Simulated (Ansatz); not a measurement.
# Calculations on Ti$_{36}$O$_{71}$H

## 1. Relaxation

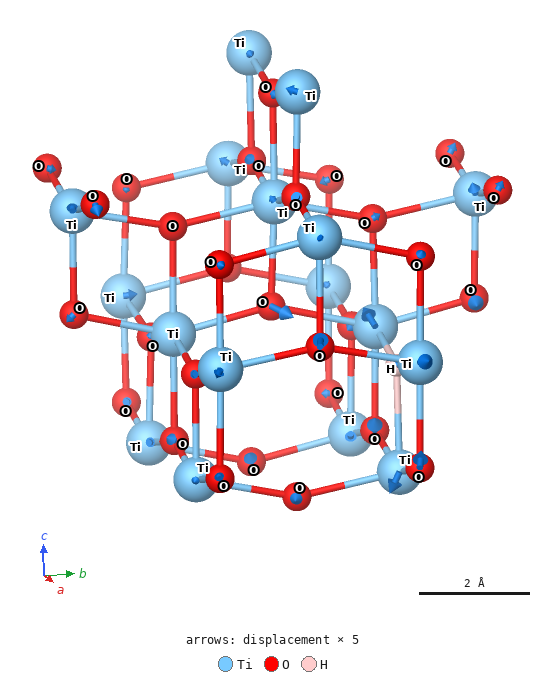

A relaxation of a defect cell of composition Ti₃₆O₇₁H (cell charge +1). The starting structure is drawn; blue arrows show the displacements, magnified 5 times.

The picture is a ball-and-stick view of the atoms within 5.0 Å of the atom that moves most (axes of the cell of the calculation), seen slightly off an axis.

The atoms of the start lie slightly off their symmetric places, so part of the fall in energy undoes that.

All numbers below come from DFT, PBEsol, PAW, plane waves (Ansatz). Settings: plane-wave cutoff 420 eV; k-point mesh 1 × 1 × 1; mesh shifted by (0.25, 0.25, 0.25); no spin polarisation; atoms relaxed in a fixed cell; force threshold 0.03 eV/Å; at most 80 steps.

Q: What did the optimiser do to the structure, and how much energy did it gain?

A: After 7 geometry steps the energy has fallen by 1.726 eV per cell of the calculation. Largest force component: 3.1 eV/Å at the start, 0.013 eV/Å at the end. The largest moves, 0.11 Å, are those of Ti and O atoms. By element the largest moves are O 0.11 Å, Ti 0.11 Å, H 0.02 Å. The lattice vectors keep their values. Some distances before and after: Ti–Ti 3.020 → 3.180 Å, O–Ti 1.896 → 2.012 Å, H–Ti 1.907 → 2.013 Å, O–Ti 2.009 → 1.912 Å. Among the angles between lasting bonds that change: Ti–O–Ti 102.1° → 111.5°, O–Ti–H 94.7° → 87.2°, Ti–O–Ti 154.9° → 148.4°.

Limits of the set-up: the cell is charged, on a uniform background, and energies carry no finite-size correction.

## 2. Relaxation

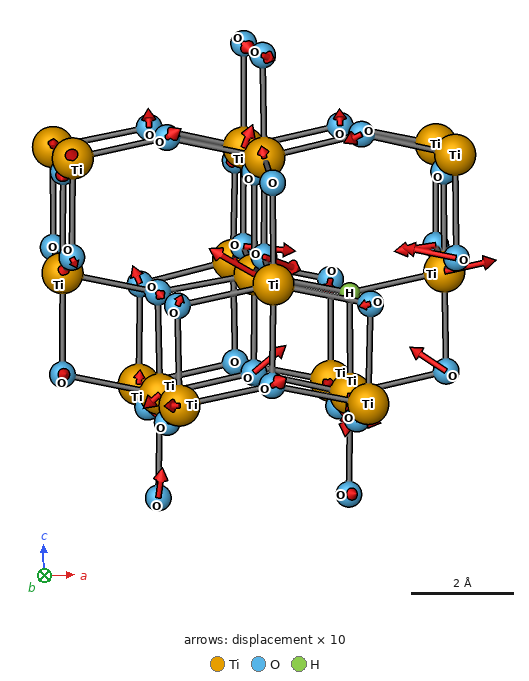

A relaxation of a defect cell of composition Ti36O71H. The starting structure is drawn; red arrows show the displacements, 10 times their true length.

Style: ball-and-stick. Shown: the atoms within 5.0 Å of the atom that moves most (axes of the cell of the calculation), from a free direction.

The atoms of the start lie slightly off their symmetric places, so part of the fall in energy undoes that.

Method: DFT, PBEsol, PAW, plane waves in Ansatz. (plane-wave cutoff 420 eV; k-point mesh 1 × 1 × 1; mesh shifted by (0.25, 0.25, 0.25); collinear spin; atoms relaxed in a fixed cell; force threshold 0.03 eV/Å; at most 80 steps)

Q: Describe the change and its energy.

A: Over 7 geometry steps the energy falls by 1.578 eV per cell of the calculation. Largest force component: 2.6 eV/Å at the start, 0.015 eV/Å at the end. The largest moves, 0.11 Å, are those of Ti and O atoms. Largest moves by element: Ti 0.11 Å, O 0.11 Å, H 0.02 Å. The lattice vectors keep their values. Some distances before and after: Ti–Ti 3.020 → 3.179 Å, O–Ti 1.896 → 2.011 Å, H–Ti 1.907 → 2.012 Å, O–Ti 2.009 → 1.908 Å. Among the angles between lasting bonds that change: Ti–O–Ti 102.1° → 111.4°, O–Ti–O 154.4° → 145.6°, O–Ti–H 94.7° → 87.4°.

## 3. Defect

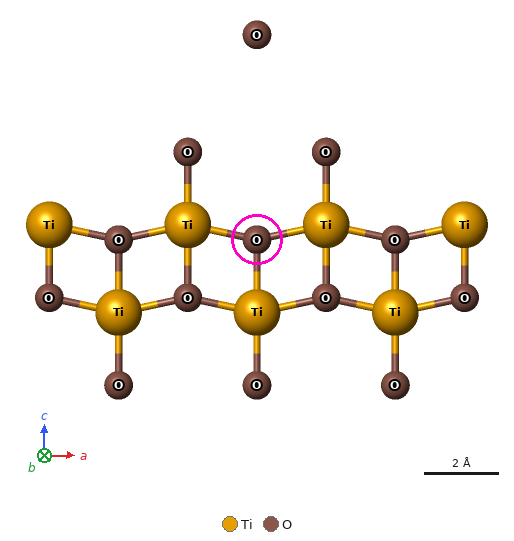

Perfect TiO₂. Style: ball-and-stick. Shown: the atoms within 6.0 Å of one point, in a slice 3.4 Å thick across the line of sight, along the b axis.

Level of theory: DFT, PBEsol, PAW, plane waves (Ansatz). (plane-wave cutoff 420 eV; k-point mesh 1 × 1 × 1; mesh shifted by (0.25, 0.25, 0.25); no spin polarisation) Fermi-Dirac smearing of 0.01 eV. A uniform background neutralises the charged cell. The axes drawn are those of the host's conventional cell.

An oxygen atom is replaced by hydrogen at the ringed place, in charge state +1. The supercell has 108 sites, and the atoms are relaxed at the host's cell.

Q: How do the neighbours respond?

A: In the host the O atom has 3 Ti at 1.93 to 1.98 Å; the H atom ends with 3 Ti at 2.01 to 2.08 Å, 2 O at 2.37 Å. Of the host's atoms, an oxygen atom moves furthest from its site, by 0.09 Å.

The relaxed defect, seen from the same direction:

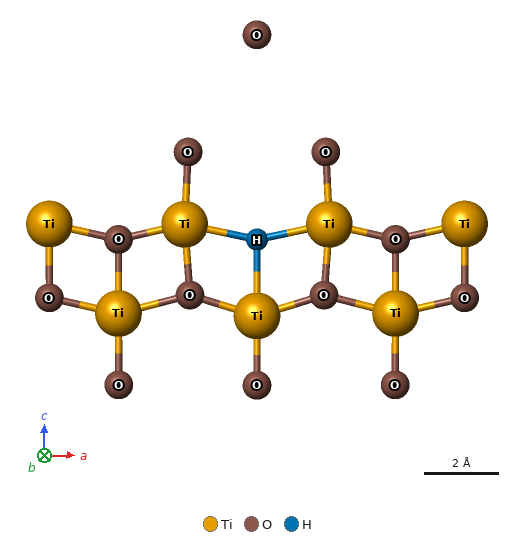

Limits of the set-up: the cell is charged, on a uniform background, and energies carry no finite-size correction.

## 4. Defect

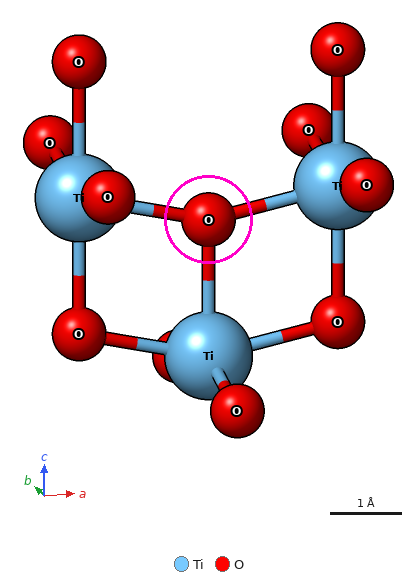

Perfect TiO2. Style: ball-and-stick. Shown: the atoms within 3.3 Å of one point, slightly off an axis.

Level of theory: DFT, HSE06, PAW, plane waves in Ansatz. (plane-wave cutoff 420 eV; k-point mesh 1 × 1 × 1; mesh shifted by (0.25, 0.25, 0.25); no spin polarisation) Fermi-Dirac smearing of 0.01 eV. A uniform background neutralises the charged cell. The axes drawn are those of the host's conventional cell.

An oxygen atom is replaced by hydrogen at the ringed place, in charge state +1. The supercell has 108 sites, and the atoms are relaxed at the host's cell.

How do the neighbours respond?

Answer. In the host the O atom has 3 Ti at 1.93 to 1.98 Å; the H atom ends with 3 Ti at 2.02 to 2.08 Å, 2 O at 2.37 Å. Of the host's atoms, an oxygen atom moves furthest from its site, by 0.10 Å.

The relaxed defect, seen from the same direction:

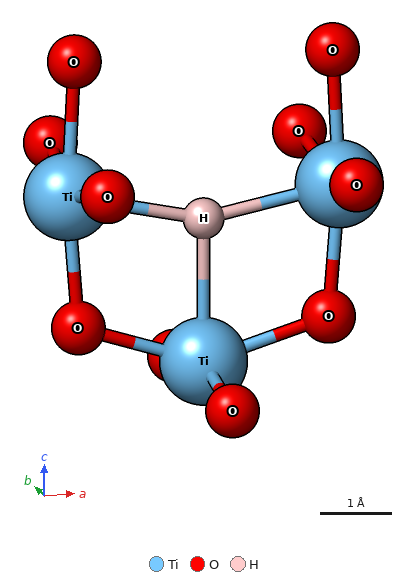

Limits of the set-up: the cell is charged, on a uniform background, and energies carry no finite-size correction.
